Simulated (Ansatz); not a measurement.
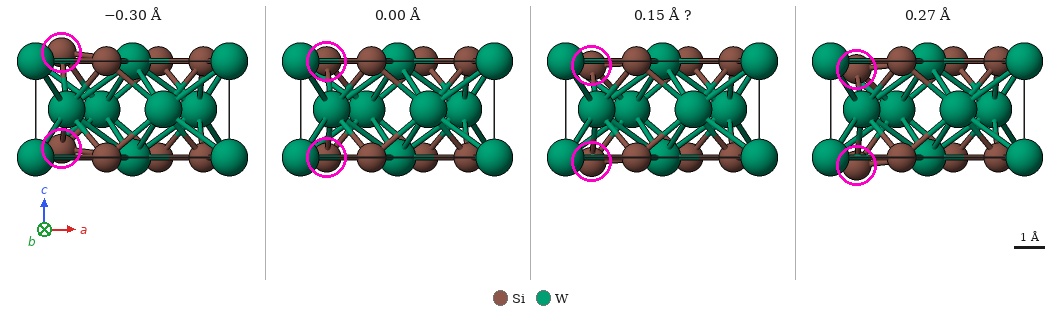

A crystal of Si₂W₃ (P4/mbm): a Si atom (one in each cell of 10 atoms) is moved towards the nearest copy of atom 1 (Si) at 3.275 Å, all else fixed. The picture is a ball-and-stick view of the cell of the calculation, seen along the b axis. The ringed atoms are those of the scanned coordinate.

Theory: DFT PBEsol, scalar-relativistic, plane waves, PAW in Ansatz. Set-up: plane-wave cutoff 420 eV; k-point mesh 6 × 6 × 12; occupations gaussian; smearing width 0.15 eV; no spin polarisation. Energies (free energies at the smearing named) are counted from the relaxed crystal.

```tsv
displacement (Å)	E − E(ref) (meV/cell)
−0.30	598
−0.18	216
−0.06	24
0.00	0
0.09	54
0.12	96
0.15	?
0.21	294
0.24	383
0.27	485
```

**Estimate the missing energy from the other rows, and compare with the calculation.**

A straight line between the two neighbours gives 162 meV/cell. A cubic through the four nearest rows (0.09, 0.12, 0.21, 0.24) gives, with Lagrange weights, (−0.3000)(54) + (1.0000)(96) + (0.5000)(294) + (−0.2000)(383) = 150 meV/cell. The calculation gives 150 meV/cell, so the cubic is right to the digits shown and the straight line 12 meV/cell too high, as the curve bends upwards here.

The whole profile:

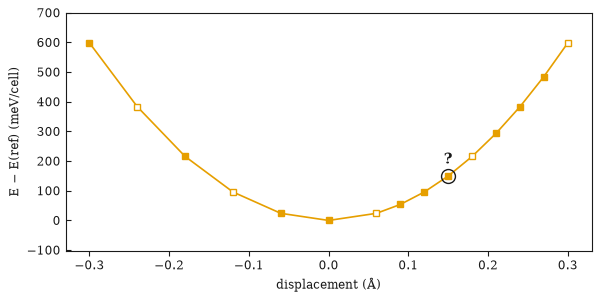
